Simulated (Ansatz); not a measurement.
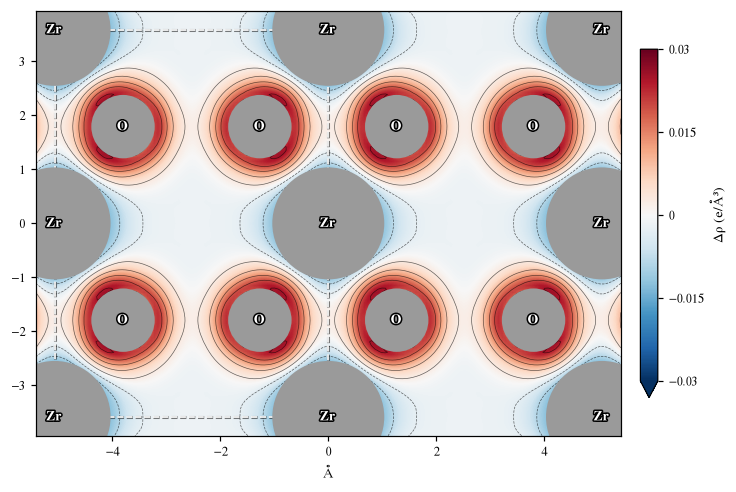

ZrO2: difference of two self-consistent densities at the same geometry, ρ(HSE06) − ρ(PBE), on the (110) plane of the conventional cell. Grey discs cover the cores, where the PAW densities can't be compared. Cores are masked to 1.0 Å (Zr) and 0.6 Å (O).

Space group Fm-3m. This isn't the usual form at ambient conditions.

Both runs: Ansatz, scalar-relativistic, plane waves and PAW, same cutoff, k-points and PAW files (made with PBE).

```xyz
12
Lattice="5.0700 0.0000 0.0000 0.0000 5.0700 0.0000 0.0000 0.0000 5.0700" Properties=species:S:1:pos:R:3 pbc="T T T"
Zr    0.0000    0.0000    0.0000
Zr    2.5350    2.5350    0.0000
Zr    2.5350    0.0000    2.5350
Zr    0.0000    2.5350    2.5350
O     1.2675    1.2675    1.2675
O     3.8025    3.8025    1.2675
O     3.8025    1.2675    3.8025
O     1.2675    3.8025    3.8025
O     3.8025    1.2675    1.2675
O     1.2675    3.8025    1.2675
O     1.2675    1.2675    3.8025
O     3.8025    3.8025    3.8025
```

**What differs between the two levels of theory?**

Against PBE, and outside the masked cores, the largest gain lies at the edge of the masked core of O, and the largest loss lies at the edge of the masked core of Zr. Bader charges are Zr +2.63 and O −1.31 e with PBE and Zr +2.77 and O −1.39 e with HSE06. At this volume the pressure is 7 GPa with PBE and roughly 0 GPa with HSE06. The gap on the mesh is 3.39 eV with PBE and 5.02 eV with HSE06.

Run times: 2.7 min (HSE06) and 12 s (base cell), on 2 threads of Intel(R) Xeon(R) Platinum 8259CL CPU @ 2.50GHz (Skylake/Cascade Lake), with other jobs on the host.
